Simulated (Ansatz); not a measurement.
**GeS: Wannier-function calculation**

The run: Wannier-function calculation of GeS (Pnma, 8 atoms in the cell). Method and program: maximally localised Wannier functions of r2SCAN bands, plane waves, PAW, no spin polarisation (Ansatz 0.2.0).

The structure derives from an entry of the Crystallography Open Database. The geometry comes from this level: r2scan-rvv10. It belongs to a series of runs on one base structure; here: all s p, disentangled. Figures and captions count atoms from 1; the log counts them from 0 in places.

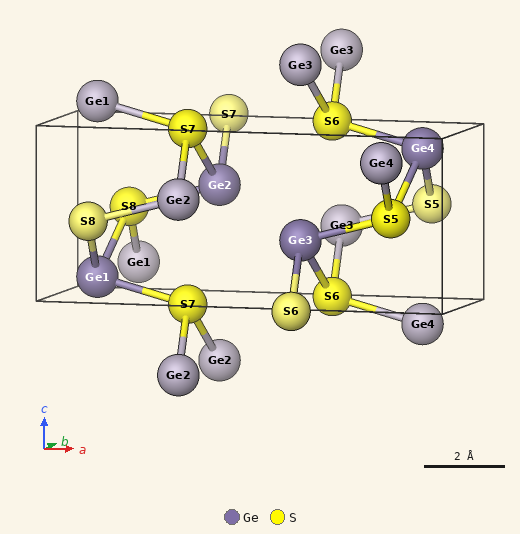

Figure 1. The structure as given in the input (ball-and-stick view of the cell of the calculation, seen slightly off an axis; neighbours outside the cell are drawn fainter; atoms are numbered from 1 in the order of the input). Near neighbours in the crystal (not all of them lie inside the picture): Ge has 3 S at 2.42 to 2.44 Å; S has 3 Ge at 2.42 to 2.44 Å.

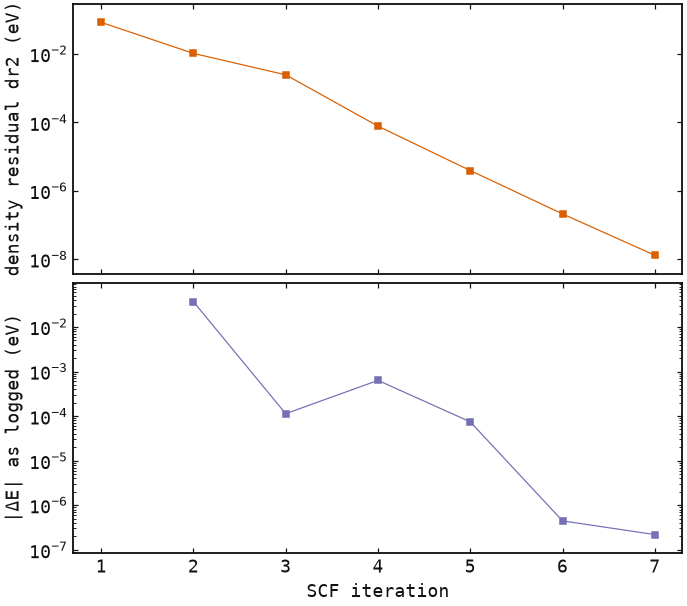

Figure 2. Convergence of the self-consistent field: density residual dr2 and size of the energy change against the SCF iteration. The residual falls at every step.

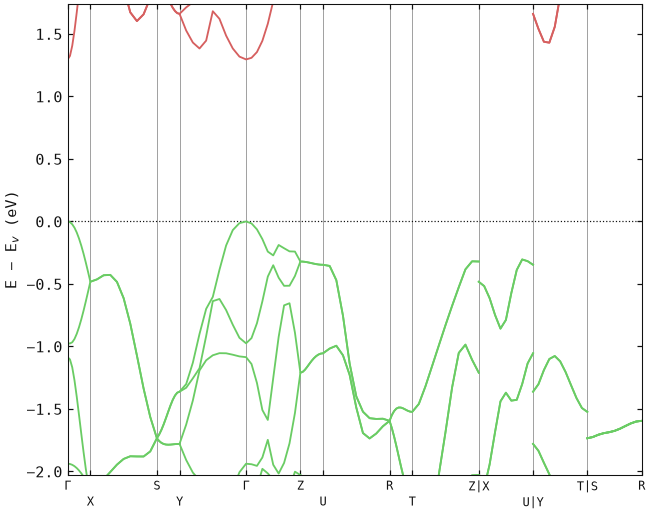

Figure 3. Band structure along Γ–X–S–Y–Γ–Z–U–R–T–Z|X–U|Y–T|S–R, with energies from the valence-band top. There is a gap of 1.30 eV on this path, direct, at Γ.

These pictures come from the run below.

Input:
```yaml
crystal:
  lattice:
    - [10.6078054202, 0.0, 0.0]
    - [0.0, 3.6081036216, 0.0]
    - [0.0, 0.0, 4.4223352564]
  atoms:
    - { symbol: Ge, position: [0.1250788433, 0.25, 0.1282278303] }
    - { symbol: Ge, position: [0.3749211567, 0.75, 0.6282278303] }
    - { symbol: Ge, position: [0.6250788433, 0.25, 0.3717721697] }
    - { symbol: Ge, position: [0.8749211567, 0.75, 0.8717721697] }
    - { symbol: S, position: [0.8472275933, 0.25, 0.5118733973] }
    - { symbol: S, position: [0.6527724067, 0.75, 0.0118733973] }
    - { symbol: S, position: [0.3472275933, 0.25, 0.9881266027] }
    - { symbol: S, position: [0.1527724067, 0.75, 0.4881266027] }
kpoints:
  mp_grid: { grid: [2, 6, 4] }
  band_path:
    path:
      - [[0.0, 0.0, 0.0], [0.5, 4.494652914045e-35, -1.72694533191e-34], [0.5, 0.5, 1.789232443365e-34], [1.063263359134e-50, 0.5, 3.516177775275e-34], [0.0, 0.0, 0.0], [-4.625068114392e-50, 3.500025188945e-50, 0.5], [0.5, 4.494652914045e-35, 0.5], [0.5, 0.5, 0.5], [-4.625068114392e-50, 0.5, 0.5], [-4.625068114392e-50, 3.500025188945e-50, 0.5]]
      - [[0.5, 4.494652914045e-35, -1.72694533191e-34], [0.5, 4.494652914045e-35, 0.5]]
      - [[1.063263359134e-50, 0.5, 3.516177775275e-34], [-4.625068114392e-50, 0.5, 0.5]]
      - [[0.5, 0.5, 1.789232443365e-34], [0.5, 0.5, 0.5]]
    npoints: 10
hamiltonian:
  xc: r2scan
scf:
  occupations: { method: fixed }
  n_extra_bands: 32
output:
  forces: false
  stress: false
  eigenvalues: true
  wannier:
    kmesh: [2, 4, 4]
    projections:
      - { species: S, l: s, shell: 3 }
      - { species: S, l: p, shell: 3 }
      - { species: Ge, l: s, shell: 4 }
      - { species: Ge, l: p, shell: 4 }
    minimise: true
    write_hr: true
    conv_tol: 1.0e-08
    max_iter: 3000
    disentanglement: { window: [-18.83, 24.47], frozen_window: [-0.83, 9.97] }
```

File wannier.win:
```
! ansatz wannier90 interface
! projections by site (counted from 0) and shell: 4 3S, 5 3S, 6 3S, 7 3S, 4 3P, 5 3P, 6 3P, 7 3P, 0 4S, 1 4S, 2 4S, 3 4S, 0 4P, 1 4P, 2 4P, 3 4P
! states of the run's bands (counted from 1): 21-82
num_bands = 62
num_wann  = 32
num_iter  = 2000
conv_tol = 1e-8
conv_window = 5
dis_win_min = -18.83
dis_win_max = 24.47
dis_froz_min = -0.83
dis_froz_max = 9.97
dis_num_iter = 10000
guiding_centres = true
write_hr = true

begin unit_cell_cart
Ang
            10.6078054202                      0.0                      0.0
                      0.0             3.6081036216                      0.0
                      0.0                      0.0             4.4223352564
end unit_cell_cart

begin atoms_frac
Ge              0.1250788433                     0.25             0.1282278303
Ge              0.3749211567                     0.75             0.6282278303
Ge              0.6250788433                     0.25             0.3717721697
Ge              0.8749211567                     0.75             0.8717721697
S               0.8472275933                     0.25             0.5118733973
S               0.6527724067                     0.75             0.0118733973
S               0.3472275933                     0.25             0.9881266027
S               0.1527724067                     0.75             0.4881266027
end atoms_frac

mp_grid = 2 4 4
```

Command:
```bash
ansatz run input.yaml --threads 4 --pin off --max-ram 5529MiB --backend cpu --events-out ev --progress --plain --runs-dir out
```

Log:
```
scf.n_extra_bands = 32 over 40 filled bands (N_el = 80.0): the run solves 72 bands
Engine: ansatz 0.2.0, aarch64-unknown-linux-gnu
Pseudopotentials: kind: paw
Pseudopotential: Ge, paw, valence charge 14, recommended cutoff 500 eV (meta_gga), Ge.paw.azcp
Pseudopotential: S, paw, valence charge 6, recommended cutoff 500 eV (meta_gga), S.paw.azcp
Functional definition: r2SCAN
  parameter k0 = 0.174
  parameter k1 = 0.065
  parameter a1 = 4.9479
  exchange = r2scan_x(k0 = k0, k1 = k1, a1 = a1)
  correlation = r2scan_c
Crystal: 8 atoms, lattice volume = 169.261 Å³
Basis set: ecut = 500 eV, 4303 PW (Γ), exchange–correlation on 320×108×144 points (64 copies of the dense FFT grid, shifted against one another)
Bands: 72, of which v1, the nominal top of the filled ones, is band 40 counted from 1 (39 counted from 0)
Symmetry: 8 space group operations
Space group: Pnma (ITA 62), of the structure as read, at distance tolerance 5.5e-5 Å
k-points: 24 of 48
Non-local potential: Ge, projectors of the file, l = 0: 2, l = 1: 2, l = 2: 3, l = 3: 1
Non-local potential: S, projectors of the file, l = 0: 2, l = 1: 2, l = 2: 2
PAW form: soft (Blöchl's): semilocal exchange-correlation on the pseudo side does not see the compensation charge
PAW frozen core: Ge, regenerated for the run's functional (the file was generated under x = pbe(κ = 0.804, μ = 0.2195149727645171), c = pbe(β = 0.06672455060314922))
PAW frozen core: S, regenerated for the run's functional (the file was generated under x = pbe(κ = 0.804, μ = 0.2195149727645171), c = pbe(β = 0.06672455060314922))
PAW one-centre angular grid: Ge, 590 points (default); XC on 160 Gauss nodes
PAW one-centre angular grid: S, 302 points (default); XC on 160 Gauss nodes
Initial density: superposition of atomic densities (neutral atoms: chi_scale 0, normalization atom), corrected by the library's trained network
Initial wavefunctions: pseudopotential atomic-orbital guess
Functional: x = r2scan, c = r2scan; τ floored in thin density (d = 2e-4 eV/Å³)
SCF iter   1: F=—  HF=-20836.875704 eV  |F-HF|=—  |Δ(HF+E_count)|=         —  Δρ=6.92e-3  dr2=8.40e-2  dr2_τ=2.39e-2  ethr=1.77e-3  ⟨swp⟩=5.0  Hψ=5860  notcnv=0  defer=706
preconditioner: auto → Resta (q_TF=auto, 2.408 Å⁻¹)  ε∞=2.1  [insulator: Δε(μ)=1.218 eV  Ē_g=24.448 eV  n_scr=44 (ndim 8)  ℏωp=25.5 eV  f_vac=0.000  ε∞_Penn≈2.1]
SCF iter   2: F=—  HF=-20836.912563 eV  |F-HF|=—  |Δ(HF+E_count)|=   3.69e-2  Δρ=2.75e-3  dr2=1.04e-2  dr2_τ=9.87e-4  ethr=1.05e-4  ⟨swp⟩=2.0  Hψ=3008  notcnv=0  defer=712
SCF iter   3: F=—  HF=-20836.912450 eV  |F-HF|=—  |Δ(HF+E_count)|=   1.13e-4  Δρ=1.53e-3  dr2=2.46e-3  dr2_τ=3.59e-5  ethr=1.30e-5  ⟨swp⟩=3.0  Hψ=2136  notcnv=0  defer=714
SCF iter   4: F=—  HF=-20836.913083 eV  |F-HF|=—  |Δ(HF+E_count)|=   6.32e-4  Δρ=2.63e-4  dr2=7.79e-5  dr2_τ=2.15e-6  ethr=3.08e-6  ⟨swp⟩=3.0  Hψ=2102  notcnv=0  defer=714
SCF iter   5: F=—  HF=-20836.913157 eV  |F-HF|=—  |Δ(HF+E_count)|=   7.43e-5  Δρ=4.99e-5  dr2=3.94e-6  dr2_τ=3.29e-7  ethr=9.74e-8  ⟨swp⟩=2.0  Hψ=2082  notcnv=0  defer=606
SCF iter   6: F=—  HF=-20836.913158 eV  |F-HF|=—  |Δ(HF+E_count)|=   4.45e-7  Δρ=1.29e-5  dr2=2.13e-7  dr2_τ=1.24e-8  ethr=4.93e-9  ⟨swp⟩=2.0  Hψ=2082  notcnv=0  defer=606
SCF iter   7: F=-20836.913158 eV  HF=-20836.913158 eV  |F-HF|=3.07e-9  |Δ(HF+E_count)|=   2.19e-7  Δρ=2.69e-6  dr2=1.32e-8  dr2_τ=4.89e-10  ethr=1.25e-10  ⟨swp⟩=11.6  Hψ=9752  notcnv=0
SCF 1 converged in 7 iterations: F = -20836.913158 eV  dr2 = 1.32e-8
  greatest PAW one-centre occupation: 0.998 electrons in one spin orbital (limit 2), on the Ge atom at site 3 (counted from 0), in its partial waves of l = 2
NSCF: frozen V_eff on 124 k-points
NSCF: frozen V_eff on 20 k-points
the Wannier pass solved 20 of the 32 points of its mesh, and has the states at the others by symmetry: states obtained by the crystal's operations at points that were solved too leave a residual of 3.39e-13 eV (read by the count's bands and the next), within 1.67e-5 eV
NSCF: frozen V_eff on 20 k-points
the Wannier pass solved 20 of the 32 points of its mesh, and has the states at the others by symmetry: states obtained by the crystal's operations at points that were solved too leave a residual of 4.84e-13 eV (read by the count's bands and the next), within 1.67e-5 eV
SCF converged after 7 iterations
Free energy (F): -20836.913158 eV
Harris-Foulkes:  -20836.913158 eV  (|F-HF|=3.07e-9)
Internal energy: -20836.913158 eV  (E = F + TS)
E sigma→0 (E₀):  -20836.913158 eV
Fermi energy:    7.174270 eV
--- Per-component energies (eV) ---
  E_band       = -677.750150
  E_kinetic    = 862.760344
  E_local      = -10439.015172  (includes V_loc(G=0)·N_el)
  E_nonlocal   = 1776.821381
  E_hartree    = 4510.898995
  E_xc         = -641.360604
  E_vxc        = -646.607606  (∫ρ·V_xc dr)
  E_paw        = -10555.076174  (= ΣΔE_a)
  E_vpaw       = -1286.533451  (= ΣTr[D̂ρ^β])
  E_aug_tail   = 0.000065  (compensation charges beyond the density's cutoff)
  E_vtau       = 33.028073  (kinetic-family band-sum trace: ∫τ·v_τ [+ j·A + Jᵃ·Aᵃ] dr)
  E_ewald      = -6347.159864
  E_core_change = -4.782130  (= ΣΔE_core)
  E_smearing   = -0.000000  (= −TS)
  E_closure    = -0.000000  (closes the sum)
  Σ components = -20836.913158   (vs F -20836.913158, Δ=0.00e0)
--- Band table (eV; the first three rows and the last of 24) ---
  k-point 0: bands = ["-18.0116", "-18.0080", "-18.0015", "-17.9990", "-17.9967", "-17.9954", "-17.9939", "-17.9927", "-17.9571", "-17.9566", "-17.9493", "-17.9491", "-17.9489", "-17.9450", "-17.9348", "-17.9305", "-17.9243", "-17.9229", "-17.9191", "-17.9177", "-8.2469", "-7.9307", "-6.5642", "-6.0385", "-1.3931", "-0.8370", "1.1811", "1.6917", "2.0608", "2.7334", "2.8624", "3.3612", "3.4881", "3.7982", "4.8027", "4.8311", "5.2363", "6.0887", "6.1996", "7.1743", "8.4706", "9.7097", "10.0843", "10.4142", "10.4208", "10.5103", "11.2124", "11.8755", "12.9429", "13.5176", "13.6355", "13.8887", "14.3477", "15.5664", "15.7093", "15.7348", "15.8165", "16.2028", "16.7057", "16.7851", "16.9753", "17.1976", "17.3254", "17.6223", "18.7562", "19.2737", "19.3908", "19.6267", "19.8941", "20.2272", "20.5294", "20.7303"]
  k-point 1: bands = ["-18.0100", "-18.0068", "-18.0028", "-18.0003", "-17.9969", "-17.9951", "-17.9949", "-17.9932", "-17.9552", "-17.9544", "-17.9498", "-17.9489", "-17.9485", "-17.9456", "-17.9342", "-17.9311", "-17.9236", "-17.9225", "-17.9199", "-17.9189", "-7.9536", "-7.6538", "-6.6770", "-6.2819", "-1.9409", "-0.9715", "-0.1964", "0.6862", "1.9617", "3.5975", "3.7716", "4.0517", "4.2615", "4.3006", "4.7784", "5.1076", "5.2281", "5.9215", "6.8243", "6.9029", "8.9357", "9.3333", "9.7543", "10.0817", "10.3625", "10.5049", "11.4484", "11.5216", "11.7340", "12.2383", "12.8047", "13.7971", "14.8829", "15.2748", "15.3345", "15.8739", "15.9058", "16.1117", "17.4361", "17.5118", "18.0179", "18.2490", "18.4983", "19.3431", "19.3518", "19.8654", "19.9972", "20.0778", "20.7649", "20.9461", "21.1201", "21.2269"]
  k-point 2: bands = ["-18.0062", "-18.0062", "-18.0036", "-18.0036", "-17.9964", "-17.9964", "-17.9944", "-17.9944", "-17.9517", "-17.9517", "-17.9506", "-17.9506", "-17.9471", "-17.9471", "-17.9326", "-17.9326", "-17.9217", "-17.9217", "-17.9211", "-17.9211", "-7.2382", "-7.2382", "-6.9642", "-6.9642", "-1.7298", "-1.7298", "-0.5826", "-0.5826", "2.9871", "2.9871", "4.4111", "4.4111", "4.6290", "4.6290", "5.1459", "5.1459", "5.9645", "5.9645", "6.8539", "6.8539", "9.1727", "9.1727", "9.9441", "9.9441", "10.3473", "10.3473", "10.4223", "10.4223", "11.5256", "11.5256", "13.3953", "13.3953", "15.9360", "15.9360", "16.0737", "16.0737", "16.6986", "16.6986", "17.2704", "17.2704", "18.1390", "18.1390", "18.7606", "18.7606", "19.1236", "19.1236", "19.9619", "19.9619", "20.6604", "20.6604", "21.4801", "21.4801"]
  k-point 23: bands = ["-18.0077", "-18.0077", "-18.0077", "-18.0077", "-17.9891", "-17.9891", "-17.9891", "-17.9891", "-17.9538", "-17.9538", "-17.9538", "-17.9538", "-17.9442", "-17.9442", "-17.9442", "-17.9442", "-17.9148", "-17.9148", "-17.9148", "-17.9148", "-6.2100", "-6.2100", "-6.2100", "-6.2100", "-1.3240", "-1.3240", "-1.3240", "-1.3240", "2.2914", "2.2914", "2.2914", "2.2914", "2.7170", "2.7170", "2.7170", "2.7170", "5.5794", "5.5794", "5.5794", "5.5794", "10.1910", "10.1910", "10.1910", "10.1910", "11.9780", "11.9780", "11.9780", "11.9780", "14.3222", "14.3222", "14.3222", "14.3222", "15.3571", "15.3571", "15.3571", "15.3571", "16.7884", "16.7884", "16.7884", "16.7884", "19.2248", "19.2248", "19.2248", "19.2248", "20.4734", "20.4734", "20.4734", "20.4734", "22.0789", "22.0789", "22.0789", "22.0789"]
Wannier search: line search 1 of at most 3000: gauge-dependent spread (as the search counts it) 17.3793858 Å², largest recent change 4.3e0 Å² and fall left 1.8e-2 Å² against conv_tol 1.0e-8 Å², 0 stops escaped
```

File wannier.spreads.toml:
```
omega_i_ang2 = 36.5848278261077
omega_d_ang2 = 0.07396379802909739
omega_od_ang2 = 7.133468601710454
omega_total_ang2 = 43.79226022584725
least_projectability = 0.665057925569838
b_vectors_match_mmn = true
n_iter = 39
converged = true
rejected_fitted_steps = 1
dis_converged = true
dis_n_iter = 156
dis_n_moved = 0
dis_level_miss = 0.017645426034533195

[[wannier]]
r = [8.90340590980976, 0.46448460978604084, 1.968779385006143]
spread = 1.1054520120600841

[[wannier]]
r = [7.008302264781861, 3.1436190049432113, -0.2423882079810306]
spread = 1.1054520451702814

[[wannier]]
r = [1.7043995023972371, 3.143618937598469, 2.453555932601979]
spread = 1.1054520697377512

[[wannier]]
r = [3.599503111045594, 1.3395671923899712, 4.6647234018415435]
spread = 1.1054520919781439

[[wannier]]
r = [3.5995032132668214, 0.4644846991859702, 4.664723554755202]
spread = 1.1054521073669932

[[wannier]]
r = [1.7043996149385363, 2.26853644982688, 2.4535557589993298]
spread = 1.1054521401451396

[[wannier]]
r = [7.008302186946786, 2.2685365044923147, -0.24238826063657518]
spread = 1.1054521456010846

[[wannier]]
r = [8.90340584043688, 1.3395670883316733, 1.9687794265720335]
spread = 1.105452218562064

[[wannier]]
r = [1.1069464731727947, 2.7060776650498415, 2.0055841828484002]
spread = 1.1199965549524702

[[wannier]]
r = [4.196956227513129, 0.9020259320547441, 4.216751789098316]
spread = 1.1199965601424111

[[wannier]]
r = [9.500858940531886, 0.902025996847111, 2.4167510821067837]
spread = 1.119996561832096

[[wannier]]
r = [6.410849220179194, 2.706077720997914, 0.20558351690546137]
spread = 1.1199965804847452

[[wannier]]
r = [8.678441450161182, 0.9020259290299204, 2.6687171856718477]
spread = 1.1314076331152023

[[wannier]]
r = [7.2332667108253474, 2.7060776319306368, 0.4575495173887087]
spread = 1.1314076608945527

[[wannier]]
r = [1.9293639502325577, 2.706077806824736, 1.753618071228331]
spread = 1.1314076662698032

[[wannier]]
r = [3.374538747311967, 0.9020258005767576, 3.9647857134042037]
spread = 1.1314076709021492

[[wannier]]
r = [0.7241339911897254, 0.902025960803081, 0.8375195147225539]
spread = 1.576853839848821

[[wannier]]
r = [4.579768713309078, 2.7060777773680518, 3.048687141756251]
spread = 1.5768538529904959

[[wannier]]
r = [6.028036705919327, 0.9020259691825244, 1.3736481172116142]
spread = 1.5768538535137964

[[wannier]]
r = [9.883671417438514, 2.706077560521657, 3.5848157662519404]
spread = 1.5768538942817685

[[wannier]]
r = [6.687604073694061, 0.32883050578331213, 2.0482308207732722]
spread = 1.6077798449190155

[[wannier]]
r = [9.224104106456005, 3.279273186020517, 4.259398344334931]
spread = 1.6077798509524257

[[wannier]]
r = [1.3837014991482035, 1.4752213180295288, 0.16293690177748635]
spread = 1.607779896198278

[[wannier]]
r = [3.9202013609685737, 2.1328823285737446, 2.3741044434360865]
spread = 1.6077799018435748

[[wannier]]
r = [3.9202012230848844, 3.279273114369045, 2.3741045142175192]
spread = 1.607779915762876

[[wannier]]
r = [9.224103882923382, 2.1328823821437277, 4.259398465019853]
spread = 1.6077799240425321

[[wannier]]
r = [1.3837013372322704, 0.3288305420926482, 0.16293680001779878]
spread = 1.6077799383981617

[[wannier]]
r = [6.687604181878499, 1.475221289544002, 2.0482307341913453]
spread = 1.6077799747447088

[[wannier]]
r = [7.077841747554997, 0.9020258641725099, 1.223167394268072]
spread = 1.6933429480057711

[[wannier]]
r = [1.773939042071601, 0.9020258055185595, 0.988000228753698]
spread = 1.6933429481334974

[[wannier]]
r = [3.5299636737692834, 2.7060776461627403, 3.1991678595849975]
spread = 1.6933429560909126

[[wannier]]
r = [8.833866405855119, 2.7060777452177374, 3.4343350025631376]
spread = 1.6933429669055613

[[curvature_check]]
after_line_search = 21
omega_tilde_before_ang2 = 9.547948731942554
krylov_steps = 107
lowest_ritz_value_ang2 = -1.532625872141947
residual_ang2 = 1.221797393652151e-16
settled = true
first_negative_step = 3
curvature_along_ang2 = -1.1866949490580112
angle_rad = 0.8485013127823163
omega_tilde_after_ang2 = 8.401925048661168
outcome = "escaped"

[[curvature_check]]
after_line_search = 39
omega_tilde_before_ang2 = 7.207432399739551
krylov_steps = 87
lowest_ritz_value_ang2 = 0.38580443047386564
residual_ang2 = 3.429645854845923e-9
settled = true
outcome = "no-negative-curvature"
```

Key numbers:

- outcome: converged
- space group (tolerance 0.01 Å): Pnma (62)
- electrons treated: 80
- free energy: −20836.9132 eV
- total spread of the Wannier functions: 43.792 Å²
- Fermi energy: 7.174 eV
- gap on the k-point mesh: 1.30 eV
- hardware: 4 threads of Arm Neoverse V2, 24 GiB of memory available, shared host
- wall time: 51 s (CPU time 3.3 min)
- peak memory: 1.4 GiB
